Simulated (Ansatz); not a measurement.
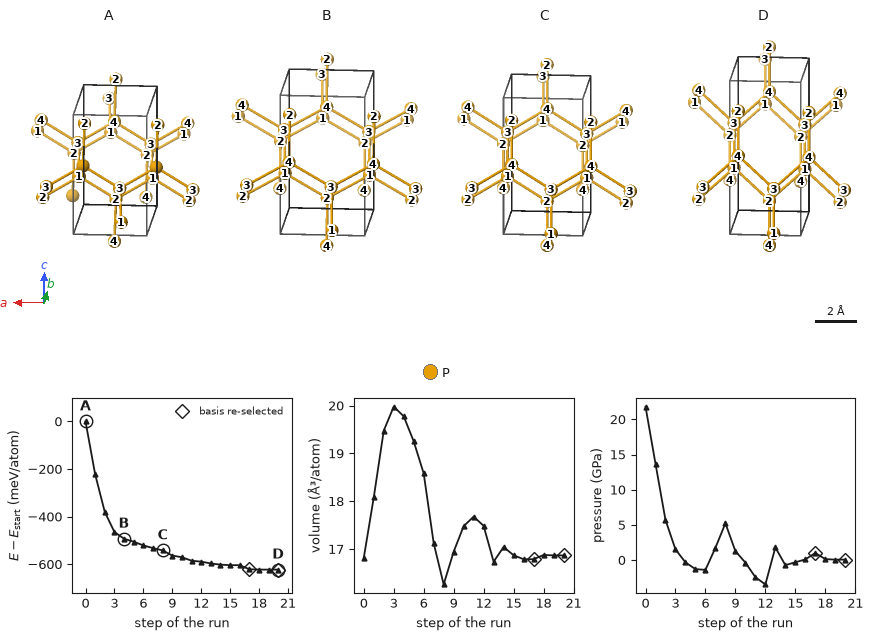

Frames of a relaxation of crystalline P (a generated structure, set up in Imma) (coarse preliminary run), marked on the history of the run. Style: ball-and-stick. Shown: the conventional cell (2 times the calculation's cell), from a free direction. Lengths and directions refer to the drawn axes.

Level of theory: DFT PBE, scalar-relativistic, plane waves, PAW (Ansatz 0.2.0).

Input file:
```yaml
crystal:
  lattice:
    - [-1.82835819, 2.99301739, 3.07327893]
    - [1.82835819, -2.99301739, 3.07327893]
    - [1.82835819, 2.99301739, -3.07327893]
  atoms:
    - { symbol: P, position: [0.91153082, 0.340463, 0.57106782] }
    - { symbol: P, position: [0.73060483, 0.659537, 0.07106782] }
    - { symbol: P, position: [0.08846918, 0.659537, 0.42893218] }
    - { symbol: P, position: [0.26939517, 0.340463, 0.92893218] }
basis:
  ecutwfc: 420
kpoints:
  mp_grid: { grid: [6, 6, 6] }
hamiltonian:
  xc: pbe
scf:
  occupations: { method: gaussian, width: 0.1 }
  lower_state_search: "off"
output:
  forces: true
  stress: true
  eigenvalues: true
relax:
  adjacent_minimum: "off"
  f_tol: 0.04
  max_steps: 70
  cell: { stress_tol: 0.4 }
```

Command:
```bash
ansatz run input.yaml --threads 1 --pin off --max-ram 2560MiB --backend cpu --events-out ev --progress --plain --runs-dir out
```

Question: What happens along the run?

Answer: The largest moves relative to the cell, 0.36 Å, are those of P1, P2, P3 and P4. P1 goes roughly along [0 −3 1]. The volume changes by +0.3 %, with a 3.657 → 3.533 Å (−3.4 %), b 5.986 → 4.842 Å (−19.1 %), c 6.147 → 7.890 Å (+28.4 %). Some distances before and after: P1–P4 3.844 → 2.421 Å, P1–P4 (another image) 2.142 → 2.421 Å, P1–P2 2.140 → 2.415 Å, P1–P3 2.138 → 2.298 Å. New bonds form: P1–P4 (3.84 → 2.42 Å), P2–P3 (3.84 → 2.42 Å). Among the angles between lasting bonds that change: P3–P1–P4 113.5° → 90.0°, P2–P1–P2 117.4° → 94.0°, P2–P1–P3 118.5° → 133.0°. The space group (tolerance 0.01 Å) goes from Imma (No. 74) to Cmmm (No. 65). After 18 accepted moves (20 points after the start) the energy has fallen by 622 meV per atom. The largest force component goes from 1 to 0.027 eV/Å. The pressure goes from 21.80 to 0.08 GPa. The SCF was repeated twice at an unchanged geometry on a basis and grid sized afresh for the cell, which shifted the energy by 17.1 meV per atom at most. From step 0 to 4: P atoms move most (0.18 Å), volume +17.6 %, energy −493 meV per atom. From step 4 to 8: P atoms move most (0.18 Å), volume −17.8 %, energy −49.0 meV per atom. From step 8 to 20: P atoms move most (0.13 Å), volume +3.7 %, energy −80.8 meV per atom.
